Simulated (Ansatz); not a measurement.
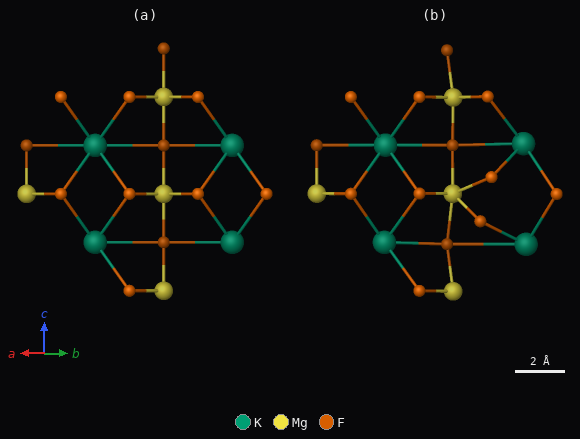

Left: perfect KMgF3. Right: the same region with a pair of point defects, after relaxing the atoms in a supercell of 40 sites. The picture is a ball-and-stick view of the atoms within 5.4 Å of one point, in a slice 4.2 Å thick across the line of sight, seen along [110].

Level of theory: DFT, PBEsol, PAW, plane waves in Ansatz 0.2.0. Settings: plane-wave cutoff 420 eV; k-point mesh 1 × 1 × 1; mesh shifted by (0.25, 0.25, 0.25); collinear spin. Fermi-Dirac smearing of 0.01 eV. The axes drawn are those of the host's conventional cell.

Which defect is it?

A magnesium atom is replaced by fluorine and an extra magnesium atom is put between the host's atoms (an interstitial), the two sites 2.8 Å apart.

The charge state of the cell is 0.

How does the lattice respond?

In the host the Mg atom has 6 F at 2.00 Å; the F atom ends with 2 F at 1.93 to 2.16 Å, 1 Mg at 1.97 Å. The Mg atom starts with 4 F at 1.99 to 2.00 Å, 2 K at 1.99 to 2.00 Å around its place and ends with 6 F at 1.94 to 2.11 Å. Of the host's atoms, a fluorine atom moves furthest from its site, by 0.71 Å. The F atom itself moves 1.92 Å from where it was put. The Mg atom itself moves 2.80 Å from where it was put. The cell's net moment is 1.00 μB.

Limits of the set-up: the periodic images lie only 8.0 Å apart, so the values are limited by the cell's size.
